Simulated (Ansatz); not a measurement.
**AlV2C: densities and their changes**

Space group P6_3/mmc; computed without spin polarisation. The cell comes from a database of computed structures, not from a measurement.

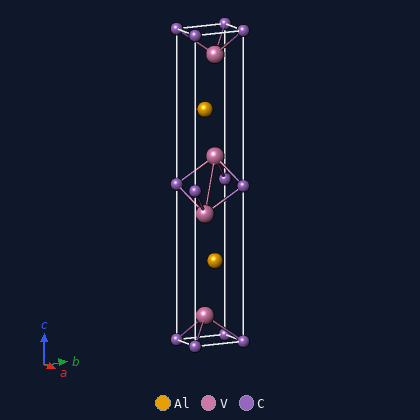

The conventional cell.

Input

```
crystal:
  lattice:
    - [2.8875990726, 0.0, 0.0]
    - [-1.4437995363, 2.5007341528, 0.0]
    - [0.0, 0.0, 13.10482311]
  atoms:
    - { symbol: Al, position: [0.33333333, 0.66666667, 0.25] }
    - { symbol: Al, position: [0.66666667, 0.33333333, 0.75] }
    - { symbol: V, position: [0.33333333, 0.66666667, 0.58638422] }
    - { symbol: V, position: [0.66666667, 0.33333333, 0.41361578] }
    - { symbol: V, position: [0.66666667, 0.33333333, 0.08638422] }
    - { symbol: V, position: [0.33333333, 0.66666667, 0.91361578] }
    - { symbol: C, position: [0.0, 0.0, 0.0] }
    - { symbol: C, position: [0.0, 0.0, 0.5] }
basis:
  ecutwfc: 500
  fft_grid_basis: typed
kpoints:
  mp_grid: { grid: [15, 15, 4] }
hamiltonian:
  xc: r2scan
scf:
  occupations: { method: gaussian, width: 0.05 }
output:
  forces: true
  stress: true
  eigenvalues: true
  bader: true
  write_density: true
  volumetric_format: npy
  elf: true
```

Launched as:

```sh
ansatz run input.yaml --threads 2 --pin off --max-ram 4096MiB --backend cpu --events-out ev --progress --plain --runs-dir out
```

The picture shows the conventional cell (a = 2.89 Å, b = 2.89 Å, c = 13.10 Å, α = 90.00°, β = 90.00°, γ = 120.00°).

All numbers below come from Ansatz 0.2.0, DFT r2SCAN, scalar-relativistic, plane waves, PAW.

Core electrons are frozen (PAW), so the maps are meaningful between the atoms, not at the nuclei.

### 1. Bonding charge

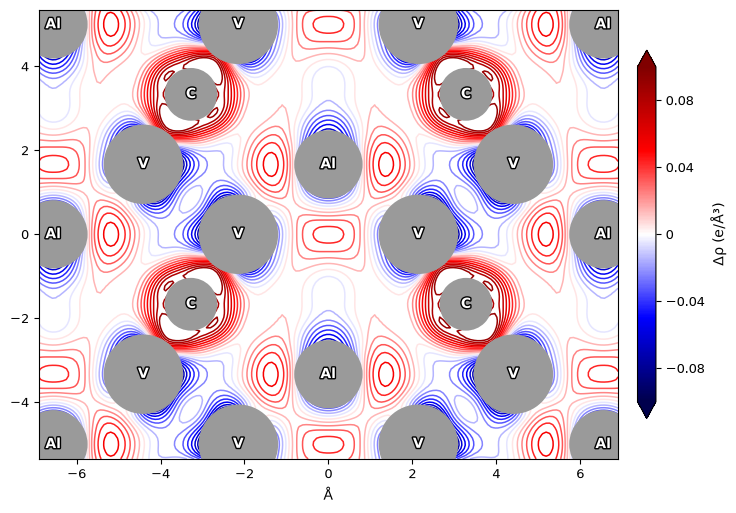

Deformation density (self-consistent density less superposed neutral spherical atoms): a map on the (110) plane of the conventional cell, with grey discs over the atomic cores. Cores are masked to 0.8 Å (Al), 0.9 Å (V) and 0.6 Å (C).

> Read the map: where is density gained and where lost?

C–V (2.02 Å): Δρ is +0.09 e/Å³ at the midpoint (close to a masked core, so read it with care).
- Al–V (2.72 Å): Δρ is +0.02 e/Å³ at the midpoint.
- V–V (2.81 Å): Δρ is about zero at the midpoint.
- Al–Al (2.89 Å): Δρ is about zero at the midpoint (this contact isn't in the plane drawn).
- Over the whole cell, outside the masked cores, the largest gain, 0.12 e/Å³, lies 0.7 Å from a carbon nucleus and 1.3 Å from a vanadium one, and the largest loss lies at the edge of the masked core of V.
- In all about 0.19 e an atom is rearranged against the free atoms.
- Bader charges: Al −0.29, V +1.03 and C −1.76 e.

### 2. States by energy

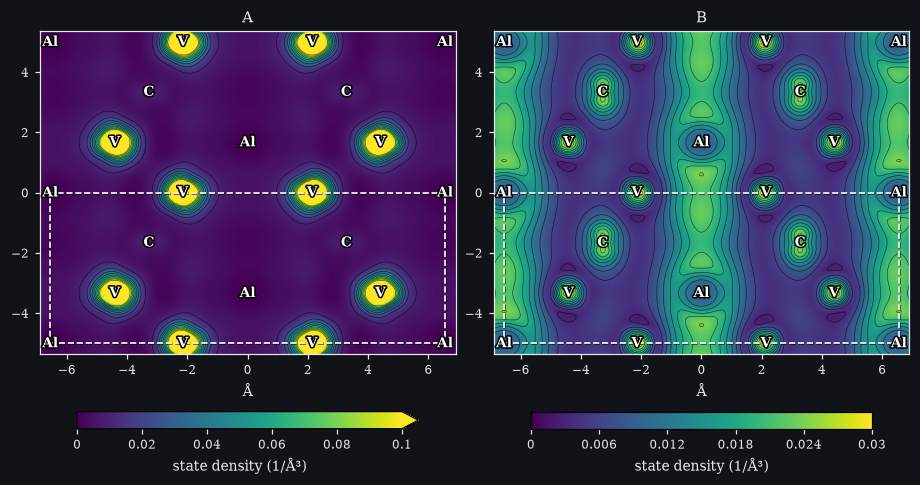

AlV2C: densities of the states in two energy windows, on the (110) plane of the conventional cell.

> Match the panels to the energy ranges (zero at the Fermi level): −9.7 to −6.5 eV and −1.2 to 0.0 eV.

Panel A: −1.2 to 0.0 eV, the filled states just under the Fermi level, mainly V 3d (90 %).
Panel B: −9.7 to −6.5 eV, the lower third of the occupied valence band, mainly Al 3s (30 %), Al 3p (30 %) and C 2p (15 %).
The characters are Löwdin shares on a minimal set of atomic orbitals.

### 3. Change of volume

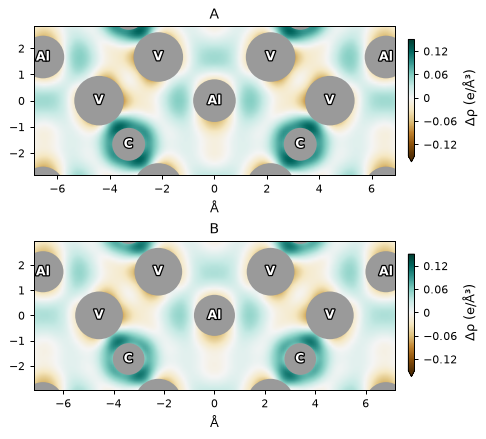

AlV2C: deformation density on the (110) plane of the conventional cell at two volumes, with the same fractional coordinates and one colour scale. Grey discs cover the cores.

> How do the two volumes compare, and how does the bonding charge respond?

B is the larger cell: B has 112 % of the volume of A. From A to B, Al–V goes from 2.72 to 2.82 Å, and Δρ at its midpoint stays at +0.02 e/Å³. The pressure is −1 GPa in A and −20 GPa in B. Bader charges in A: Al −0.29, V +1.03 and C −1.76 e; in B: Al −0.35, V +1.07 and C −1.79 e. The rearranged charge is 0.19 e an atom in A and 0.19 e in B. The scaled cell isn't relaxed: forces reach 1.2 eV/Å.

### 4. Putting it together

Charge passes from V (Pauling electronegativity 1.63, the largest loss an atom) to C (2.55, the largest gain), the direction that the scale predicts. The two pressures give a mean stiffness −ΔP/Δln V of about 170 GPa over this range, with the atoms held at their fractional positions.

Run times: 87 s (base cell), 30 s (state densities) and 90 s (scaled cell), on 2 threads of Arm Neoverse N1, with other jobs on the host.
